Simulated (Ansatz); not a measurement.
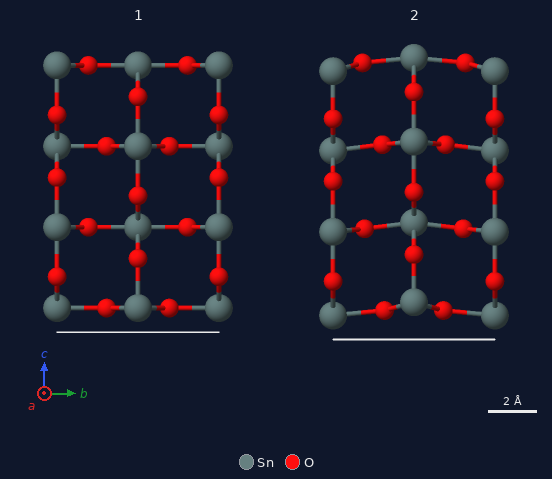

Two geometries of a slab of composition Sn4O7 (cut from the P4_2/mnm phase), drawn at one scale. One is the start of a relaxation, the other its converged end. A ball-and-stick model of the 2 × 1 repeat of the cell, outlined in the plane, without the vacuum, seen along the a axis.

Theory: DFT PBEsol, scalar-relativistic, plane waves, PAW in Ansatz. Set-up: plane-wave cutoff 420 eV; k-point mesh 8 × 4 × 1; occupations gaussian; smearing width 0.05 eV; no spin polarisation; dipole correction; atoms relaxed in a fixed cell; force threshold 0.02 eV/Å; at most 60 steps.

Q: Which geometry has the lower energy?

A: Structure 2 is the relaxed one. Case: (1 1 0) slab, atoms relaxed. The slab is the (1 1 0) face of SnO2. The largest moves relative to the layer's centre, 0.31 Å, are those of Sn atoms. By element the largest moves are Sn 0.31 Å, O 0.19 Å. The cell stays as it was. Near-neighbour distances that change, for instance: O–Sn 2.066 → 2.153 Å, O–Sn 2.066 → 1.987 Å, O–Sn 2.066 → 2.109 Å, O–Sn 2.070 → 2.051 Å. Among the angles between lasting bonds that change: O–Sn–O 180.0° → 160.7°, O–Sn–O 180.0° → 166.1°, O–Sn–O 180.0° → 168.8°. After 6 geometry steps the energy has fallen by 0.953 eV per cell of the calculation. Largest force component: 1.7 eV/Å at the start, 0.01 eV/Å at the end.
